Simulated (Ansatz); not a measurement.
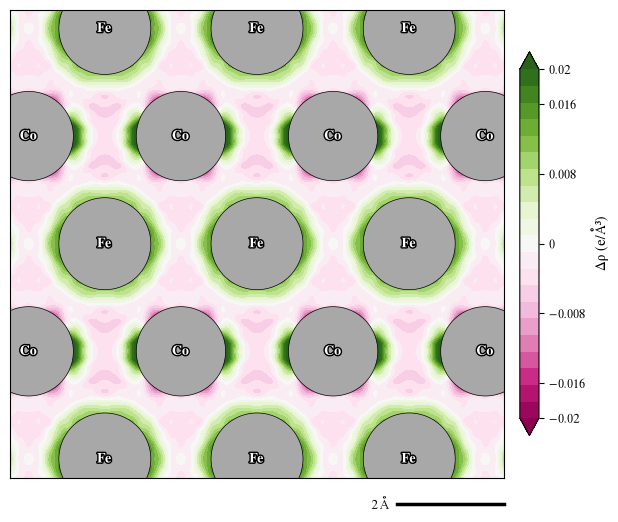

FeCo. Difference of the valence pseudo-densities of two functionals at the same geometry, on the (011̄) plane of the calculation cell: PBE less r2SCAN.

Both computed with Ansatz (plane waves, PAW), on the same k-point mesh. Grey discs cover the atomic cores.

**Where does the change of functional move the electrons?**

Against r2SCAN, PBE gives more density around Fe (+0.006 e/Å³ on average at 1.0 Å from the nucleus).
